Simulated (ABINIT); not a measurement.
Positron calculation of Al (part 1 of 2)

- system: Al (Fm-3m, 1 atom in the cell)
- method: Kohn-Sham DFT of a periodic cell, LDA, JTH PAW LDA v2.0, no spin polarisation (ABINIT 10.8.3)

The structure derives from an entry of the Crystallography Open Database.

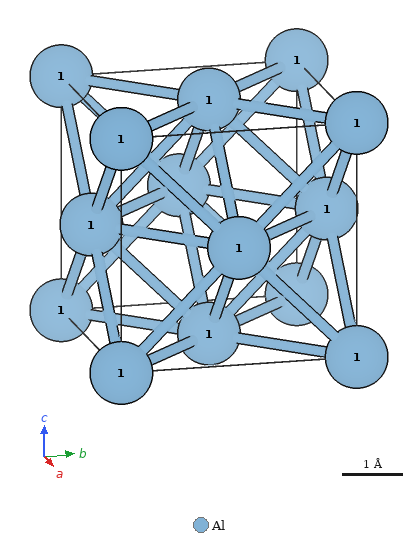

Fig. 1: The structure (ball-and-stick view of the cell 4 times as large as that of the calculation, set on its symmetry axes, seen slightly off an axis; atoms are numbered from 1 in the order of the input). Near neighbours in the crystal (not all of them lie inside the picture): Al has 12 Al at 2.86 Å.

### The input
```
# Datasets
ndtset 2

# Pseudopotentials
pp_dirpath "./"
pseudos "Al.LDA_PW-JTH.xml"

# Structure
acell 5.4112434042 5.4112434042 5.4112434042
rprim
     0.0000000000     0.7071067812     0.7071067812
     0.7071067812     0.0000000000     0.7071067812
     0.7071067812     0.7071067812     0.0000000000
ntypat 1
znucl 13
natom 1
typat 1
xred
            0.0            0.0            0.0

# Plane-wave basis
ecut 15.0
pawecutdg 30.0

# Exchange and correlation
ixc 7

# SCF cycle
nstep 80

# Output
iomode 3
prteig 0
prtebands 0
prtwf 0

# Dataset 1: electrons
kptopt1 1
ngkpt1 8 8 8
nshiftk1 1
shiftk1 0.0 0.0 0.0
nband1 6
occopt1 7
tsmear1 0.2 eV
tolvrs1 1.0e-10
prtden1 1

# Dataset 2: positron in the electrons' density
positron2 1
ixcpositron2 3
getden2 1
kptopt2 0
nkpt2 1
kpt2 0.0 0.0 0.0
nband2 1
occopt2 2
occ2 1.0
posocc2 1.0
toldfe2 1.0e-9
optforces2 0
optstress2 0
prtden2 0
```

Machine: 1 thread of Arm Neoverse V1, 24 GiB of memory available, shared host.

Launched with:
```bash
abinit run.abi > log 2>&1
```

### The program's output
```
.Version 10.8.3 of ABINIT
 DATASET    1 : space group Fm -3 m (#225); Bravais cF (face-center cubic)
================================================================================
 Values of the parameters that define the memory need for DATASET  1.
     intxc =       0    ionmov =       0      iscf =      17    lmnmax =       8
     lnmax =       4     mgfft =      20  mpssoang =       2    mqgrid =    3001
     natom =       1  nloc_mem =       2    nspden =       1   nspinor =       1
    nsppol =       1      nsym =      48    n1xccc =       1    ntypat =       1
    occopt =       7   xclevel =       1
       mpw =         322          nfft =        8000          nkpt =          29
 PAW method is used; the additional fine FFT grid is defined by:
   mgfftf=        30    nfftf =     27000
================================================================================
================================================================================

 DATASET    2 : space group Fm -3 m (#225); Bravais cF (face-center cubic)
================================================================================
 Values of the parameters that define the memory need for DATASET  2.
     intxc =       0    ionmov =       0      iscf =      17    lmnmax =       8
     lnmax =       4     mgfft =      20  mpssoang =       2    mqgrid =    3001
     natom =       1  nloc_mem =       2    nspden =       1   nspinor =       1
    nsppol =       1      nsym =      48    n1xccc =       1    ntypat =       1
    occopt =       2   xclevel =       1
       mpw =         166          nfft =        8000          nkpt =           1
 PAW method is used; the additional fine FFT grid is defined by:
   mgfftf=        30    nfftf =     27000
================================================================================
================================================================================

--------------------------------------------------------------------------------
------------- Echo of variables that govern the present computation ------------
--------------------------------------------------------------------------------
 -outvars: echo values of preprocessed input variables --------
            acell      5.4112434042E+00  5.4112434042E+00  5.4112434042E+00 Bohr
              amu      2.69815390E+01
             ecut      1.50000000E+01 Hartree
           getden1          0
           getden2          1
              ixc           7
      ixcpositron1          1
      ixcpositron2          3
           jdtset        1    2
           kptopt1          1
           kptopt2          0
         kptrlatt        8    0    0      0    8    0      0    0    8
          kptrlen1     4.32899472E+01
          kptrlen2     3.00000000E+01
            natom           1
            nband1          6
            nband2          1
           ndtset           2
            ngfft          20      20      20
          ngfftdg          30      30      30
             nkpt1         29
             nkpt2          1
            nstep          80
             nsym          48
           ntypat           1
           occopt1          7
           occopt2          2
        optforces1          2
        optforces2          0
        optstress1          1
        optstress2          0
        pawecutdg      3.00000000E+01 Hartree
         positron1          0
         positron2          1
           prtden1          1
           prtden2          0
        prtebands           0
           prteig           0
            prtwf           0
            rprim      0.0000000000E+00  7.0710678120E-01  7.0710678120E-01
                       7.0710678120E-01  0.0000000000E+00  7.0710678120E-01
                       7.0710678120E-01  7.0710678120E-01  0.0000000000E+00
           shiftk1     0.00000000E+00  0.00000000E+00  0.00000000E+00
           shiftk2     5.00000000E-01  5.00000000E-01  5.00000000E-01
          spgroup         225
           toldfe1     0.00000000E+00 Hartree
           toldfe2     1.00000000E-09 Hartree
           tolvrs1     1.00000000E-10
           tolvrs2     0.00000000E+00
           tsmear1     7.34986444E-03 Hartree
           tsmear2     1.00000000E-02 Hartree
            typat      1
           useylm           1
            znucl       13.00000

================================================================================

 chkinp: Checking input parameters for consistency, jdtset=   1.

 chkinp: Checking input parameters for consistency, jdtset=   2.

================================================================================
== DATASET  1 ==================================================================

--- !DatasetInfo
iteration_state: {dtset: 1, }
dimensions: {natom: 1, nkpt: 29, mband: 6, nsppol: 1, nspinor: 1, nspden: 1, mpw: 322, }
cutoff_energies: {ecut:  15.0, pawecutdg:  30.0, }
electrons: {nelect:   3.00000000E+00, charge:   0.00000000E+00, occopt:   7.00000000E+00, tsmear:   7.34986444E-03, }
meta: {optdriver: 0, ionmov: 0, optcell: 0, iscf: 17, paral_kgb: 0, }
...

 Exchange-correlation functional for the present dataset will be:
  LDA: Perdew-Wang 92 LSD fit to Ceperley-Alder data - ixc=7
  J.P.Perdew and Y.Wang, PRB 45, 13244 (1992)

 Real(R)+Recip(G) space primitive vectors, cartesian coordinates (Bohr,Bohr^-1):
 R(1)=  0.0000000  3.8263269  3.8263269  G(1)= -0.1306736  0.1306736  0.1306736
 R(2)=  3.8263269  0.0000000  3.8263269  G(2)=  0.1306736 -0.1306736  0.1306736
 R(3)=  3.8263269  3.8263269  0.0000000  G(3)=  0.1306736  0.1306736 -0.1306736
 Unit cell volume ucvol=  1.1204080E+02 bohr^3
 Angles (23,13,12)=  6.00000000E+01  6.00000000E+01  6.00000000E+01 degrees

 Coarse grid specifications (used for wave-functions):

 getcut: wavevector=  0.0000  0.0000  0.0000  ngfft=  20  20  20
         ecut(hartree)=     15.000   => boxcut(ratio)=   2.11993

 Fine grid specifications (used for densities):

 getcut: wavevector=  0.0000  0.0000  0.0000  ngfft=  30  30  30
         ecut(hartree)=     30.000   => boxcut(ratio)=   2.25103

 getcut : COMMENT -
  Note that boxcut > 2.2 ; recall that boxcut=Gcut(box)/Gcut(sphere) = 2
  is sufficient for exact treatment of convolution.
  Such a large boxcut is a waste : you could raise ecut
  e.g. ecut=   38.003374 Hartrees makes boxcut=2

--- Pseudopotential description ------------------------------------------------
- pspini: atom type   1  psp file is ./Al.LDA_PW-JTH.xml
 Pseudopotential format is: paw10
 basis_size (lnmax)=  4 (lmn_size=  8), orbitals=   0   0   1   1
 Spheres core radius: rc_sph= 1.90363307
 Shapefunction is SIN type: shapef(r)=[sin(pi*r/rshp)/(pi*r/rshp)]**2
 Radius for shape functions =  1.60786206
 Compensation charge density is not taken into account in XC energy/potential

  -1.37904023E+01                                ecore*ucvol(ha*bohr**3)
--------------------------------------------------------------------------------

================================================================================

--- !BeginCycle
iteration_state: {dtset: 1, }
solver: {iscf: 17, nstep: 80, nline: 4, wfoptalg: 10, }
tolerances: {tolvrs: 1.00E-10, }
...

     iter   Etot(hartree)      deltaE(h)  residm     nres2
 ETOT  1  -2.1176375823329    -2.118E+00 2.394E-01 3.593E-01
 ETOT  2  -2.1302275283749    -1.259E-02 7.419E-03 3.627E-02
 ETOT  3  -2.1301173526385     1.102E-04 5.995E-04 2.290E-03
 ETOT  4  -2.1301073573646     9.995E-06 9.808E-04 2.219E-05
 ETOT  5  -2.1301073031129     5.425E-08 1.737E-04 2.144E-08
 ETOT  6  -2.1301073016873     1.426E-09 9.326E-05 1.248E-09
 ETOT  7  -2.1301073016168     7.053E-11 3.952E-05 1.612E-10
 ETOT  8  -2.1301073016092     7.645E-12 1.995E-05 5.842E-12

 At SCF step    8       nres2   =  5.84E-12 < tolvrs=  1.00E-10 =>converged.

 Cartesian components of stress tensor (hartree/bohr^3)
  sigma(1 1)=  1.30853406E-04  sigma(3 2)=  0.00000000E+00
  sigma(2 2)=  1.30853406E-04  sigma(3 1)=  0.00000000E+00
  sigma(3 3)=  1.30853406E-04  sigma(2 1)=  0.00000000E+00

--- !ResultsGS
iteration_state: {dtset: 1, }
comment   : Summary of ground state results
lattice_vectors:
- [  0.0000000,   3.8263269,   3.8263269, ]
- [  3.8263269,   0.0000000,   3.8263269, ]
- [  3.8263269,   3.8263269,   0.0000000, ]
lattice_lengths: [   5.41124,    5.41124,    5.41124, ]
lattice_angles: [ 60.000,  60.000,  60.000, ] # degrees, (23, 13, 12)
lattice_volume:   1.1204080E+02
convergence: {deltae:  7.645E-12, res2:  5.842E-12, residm:  1.995E-05, diffor: null, }
etotal    :  -2.13010730E+00
entropy   :   0.00000000E+00
fermie    :   3.22449264E-01
cartesian_stress_tensor: # hartree/bohr^3
- [  1.30853406E-04,   0.00000000E+00,   0.00000000E+00, ]
- [  0.00000000E+00,   1.30853406E-04,   0.00000000E+00, ]
- [  0.00000000E+00,   0.00000000E+00,   1.30853406E-04, ]
pressure_GPa:  -3.8498E+00
xred      :
- [  0.0000E+00,   0.0000E+00,   0.0000E+00, Al]
cartesian_forces: # hartree/bohr
- [ -0.00000000E+00,  -0.00000000E+00,  -0.00000000E+00, ]
force_length_stats: {min:   0.00000000E+00, max:   0.00000000E+00, mean:   0.00000000E+00, }
...

 Integrated electronic density in atomic spheres:
 ------------------------------------------------
 Atom  Sphere_radius  Integrated_density
    1        1.90363          0.75759527

================================================================================

 ----iterations are completed or convergence reached----

 Mean square residual over all n,k,spin=   18.147E-08; max=  19.951E-06
 reduced coordinates (array xred) for    1 atoms
       0.000000000000      0.000000000000      0.000000000000
 rms dE/dt=  0.0000E+00; max dE/dt=  0.0000E+00; dE/dt below (all hartree)
    1       0.000000000000      0.000000000000      0.000000000000

 cartesian coordinates (angstrom) at end:
    1      0.00000000000000     0.00000000000000     0.00000000000000

 cartesian forces (hartree/bohr) at end:
    1     -0.00000000000000    -0.00000000000000    -0.00000000000000
 frms,max,avg= 0.0000000E+00 0.0000000E+00   0.000E+00  0.000E+00  0.000E+00 h/b
```
